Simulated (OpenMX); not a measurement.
# Mo: 7 runs along one coordinate

System: Mo (Im-3m, 1 atom in the cell).
Method: Kohn-Sham DFT of a periodic cell, LDA, OpenMX 2013 LDA set, no spin polarisation (OpenMX 3.8.5).

The 7 runs differ only in the geometry, by an even scaling of the cell at fixed fractional positions. The structure derives from a Materials Project entry.

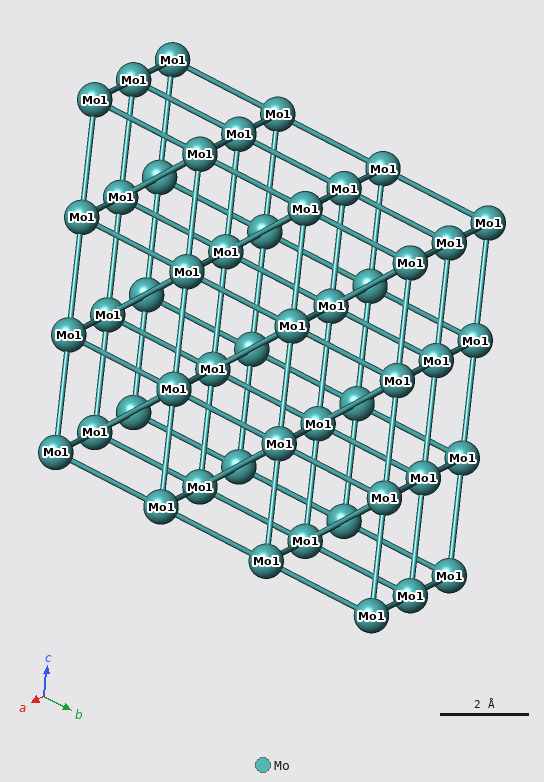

Figure 1. The structure of run 4 (ball-and-stick view of the cell of the calculation, repeated 2 × 3 × 3, seen slightly off an axis; atoms are numbered from 1 in the order of the input). An atom can appear more than once, as a periodic image.

### Input of run 4
```
System.CurrrentDirectory             ./
System.Name                          Mo
DATA.PATH                            ./DFT_DATA13
level.of.stdout                      1
level.of.fileout                     0
Species.Number                       1
<Definition.of.Atomic.Species
  Mo  Mo7.0-s3p2d2           Mo_CA13
Definition.of.Atomic.Species>

Atoms.Number                         1
Atoms.SpeciesAndCoordinates.Unit     FRAC
<Atoms.SpeciesAndCoordinates
    1  Mo    0.0000000000    0.0000000000    0.0000000000   7.000  7.000
Atoms.SpeciesAndCoordinates>

Atoms.UnitVectors.Unit               Ang
<Atoms.UnitVectors
    -1.5838089719    1.5838089719    1.5838089719
     1.5838089719   -1.5838089719    1.5838089719
     1.5838089719    1.5838089719   -1.5838089719
Atoms.UnitVectors>

scf.XcType                           LDA
scf.SpinPolarization                 off
scf.ElectronicTemperature            580.226
scf.energycutoff                     400.0
scf.maxIter                          100
scf.EigenvalueSolver                 band
scf.Kgrid                            13 13 13
scf.Mixing.Type                      rmm-diisk
scf.Init.Mixing.Weight               0.05
scf.Min.Mixing.Weight                0.001
scf.Max.Mixing.Weight                0.3
scf.Mixing.History                   25
scf.Mixing.StartPulay                8
scf.criterion                        1.0e-8
scf.stress.tensor                    on
MD.Type                              nomd
Band.dispersion                      on
Band.Nkpath                          6
<Band.kpath
   26   0.000000  0.000000  0.000000    0.500000 -0.500000  0.500000  G H
   18   0.500000 -0.500000  0.500000    0.000000  0.000000  0.500000  H N
   18   0.000000  0.000000  0.500000    0.000000  0.000000  0.000000  N G
   22   0.000000  0.000000  0.000000    0.250000  0.250000  0.250000  G P
   22   0.250000  0.250000  0.250000    0.500000 -0.500000  0.500000  P H
   13   0.250000  0.250000  0.250000    0.000000  0.000000  0.500000  P N
Band.kpath>
```

Command:
```bash
openmx Mo.dat -nt 1 > Mo.std
```

Lattice vectors (Å) and fractional positions of run 4:
```
  -1.583809    1.583809    1.583809
   1.583809   -1.583809    1.583809
   1.583809    1.583809   -1.583809
Mo  0.000000  0.000000  0.000000
```

Run 3 has the same physical settings and fractional positions; its lattice vectors (Å) are:
```
  -1.573179    1.573179    1.573179
   1.573179   -1.573179    1.573179
   1.573179    1.573179   -1.573179
```

### Results, with one run withheld

```csv
run,volume per atom (Å³),"free energy per atom, from the lowest run given (meV)"
1,14.938,9.87
2,15.256,0.00
3,15.574,?
4,15.892,17.57
5,16.209,42.10
6,16.527,75.77
7,16.845,117.89
```

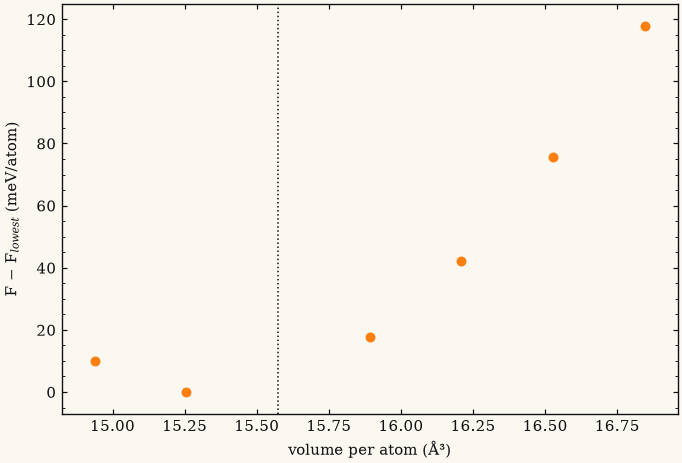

Figure 2. Free energy per atom of the runs given; the dotted line marks run 3.

What should run 3 give?

A cubic polynomial in V^(−2/3) (the Birch–Murnaghan form), fitted to the 6 runs given, misses them by at most 0.10 meV per atom. With x = V^(−2/3) − 0.15801 Å⁻², it reads F = 19.352 − 9824.7 x + 1.2201e+06 x² + 1.4821e+06 x³ (meV per atom). At run 3 it gives 3.07 meV per atom, and the run itself gives 2.95. The fit has its minimum at 15.336 Å³ per atom, where V d²F/dV² gives 302 GPa: the bulk modulus at this level, since symmetry fixes the shape and the positions.

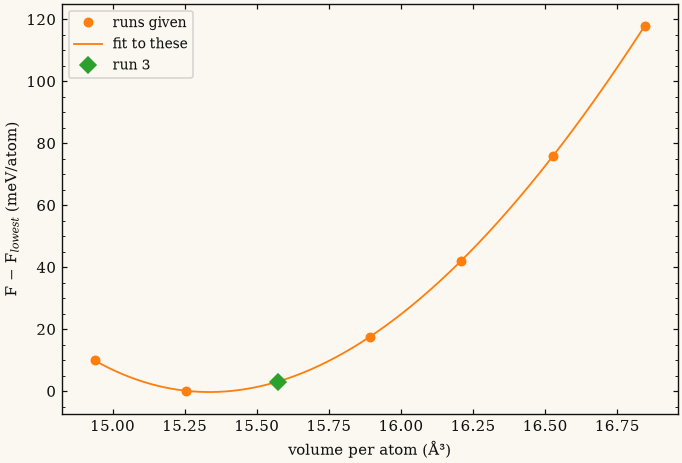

Figure 3. The fit and the withheld run.

### Some lines of the output (run 3)
```
[...]
  Cell_Volume =    105.097157667307 (Bohr^3)
        Total energy (Hartree) at MD = 1
   kloop=0
   kloop=1
   kloop=1098
```

Notes: With a small basis of atomic orbitals these values can differ much from converged plane-wave results.
